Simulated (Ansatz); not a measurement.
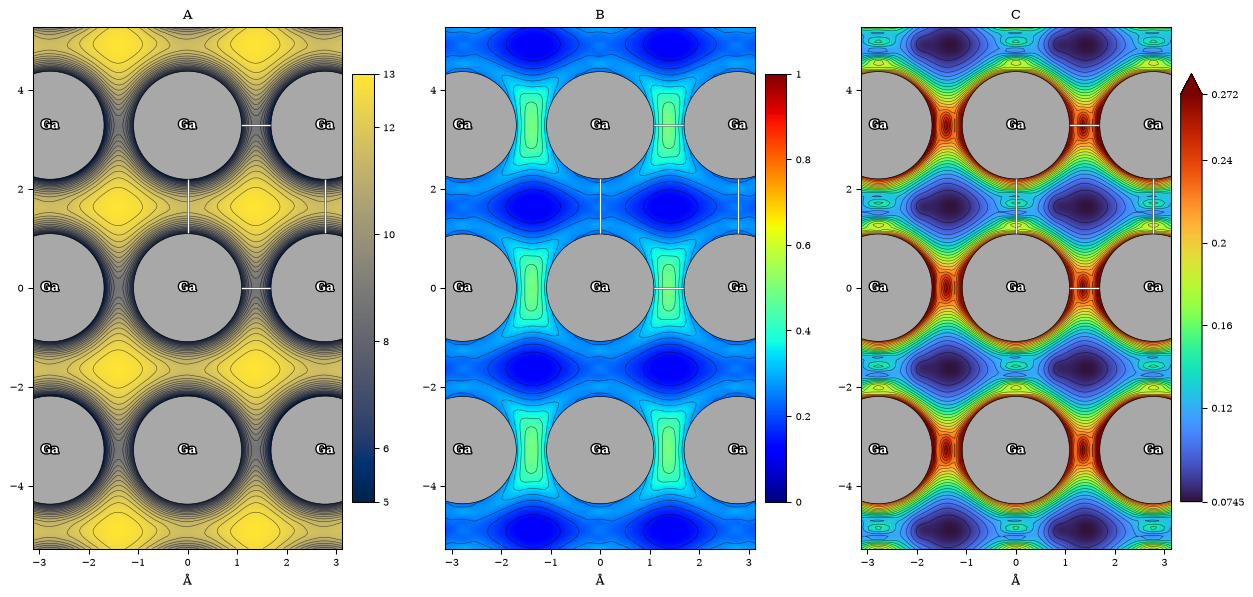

Ga: 3 fields on the (001) plane of the conventional cell, with unlabelled colour scales. Grey discs cover the atomic cores.

Space group P2₁/m; a structure from a database of computed crystals, not necessarily the ambient phase.

Theory: Kohn-Sham DFT of a periodic cell, PBE0, Ansatz PAW in Ansatz 0.2.0.

> Which field does each panel show? The fields are: electron localisation function, electrostatic potential energy of an electron and valence pseudo-density.

Panel A: electrostatic potential energy of an electron (low next to the atoms, rising into the space between them). Panel B: electron localisation function. Panel C: valence pseudo-density. From the grid: Ga–Ga (2.78 Å): ρ at the midpoint is about 0.27 e/Å³, with its minimum of 0.22 e/Å³ about 1.5 Å from Ga; the ELF is about 0.50 at the midpoint.
